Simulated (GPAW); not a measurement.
System: C, space group P6_3/mmc, 8 atoms in the cell.

```cif
data_structure
_symmetry_space_group_name_H-M 'P6_3/mmc'
_symmetry_Int_Tables_number 194
_cell_length_a 2.5221
_cell_length_b 2.5221
_cell_length_c 8.2371
_cell_angle_alpha 90.000
_cell_angle_beta 90.000
_cell_angle_gamma 120.000
_cell_volume 45.38
loop_
_atom_site_label
_atom_site_type_symbol
_atom_site_symmetry_multiplicity
_atom_site_Wyckoff_symbol
_atom_site_fract_x
_atom_site_fract_y
_atom_site_fract_z
_atom_site_occupancy
C1 C 4 f 0.66667 0.33333 0.84375 1
C2 C 4 e 0.00000 0.00000 0.90625 1
```

Level of theory: r2SCAN, GPAW PAW data sets (gpaw-data 1.2.1), no spin polarisation, no spin-orbit coupling, 7×7×2 k mesh, 800 eV cutoff, Fermi-Dirac smearing of 0.05 eV; code GPAW.

What does the calculation give for the electronic structure? The path is Γ–M–K–Γ–A–L–H–A|L–M|K–H.

The bands leave a gap. The gap along this path is 4.64 eV and indirect, from the valence-band top at Γ to the conduction-band bottom between Γ and M; the smallest direct gap is 5.44 eV, at Γ. At M the lowest conduction band lies only 0.05 eV higher. Two bands meet at the valence-band top at Γ: it is doubly degenerate (spin aside). The direct gaps are 10.95 eV at K, 7.80 eV at M and 7.00 eV at A.

The k mesh is coarse. The PAW data sets were made with another functional. LDA, GGA and most meta-GGA functionals understate gaps. This is a hexagonal form of diamond, not graphite.

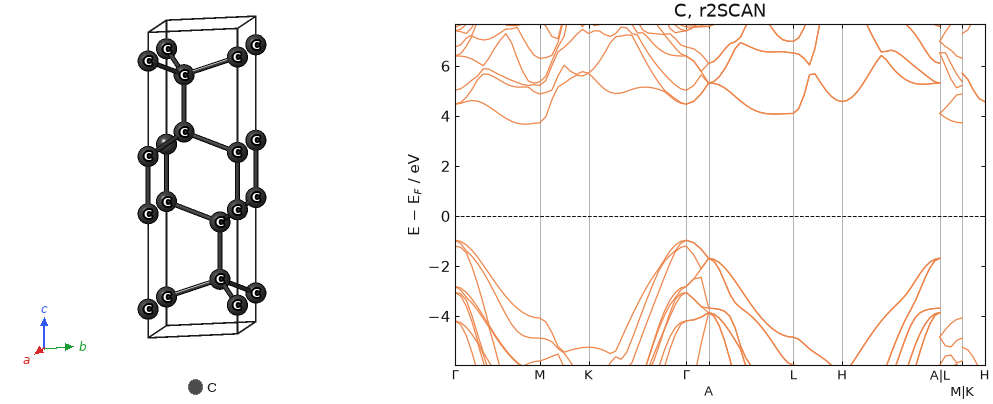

Band structure, beside the structure. Energies are counted from the Fermi level.
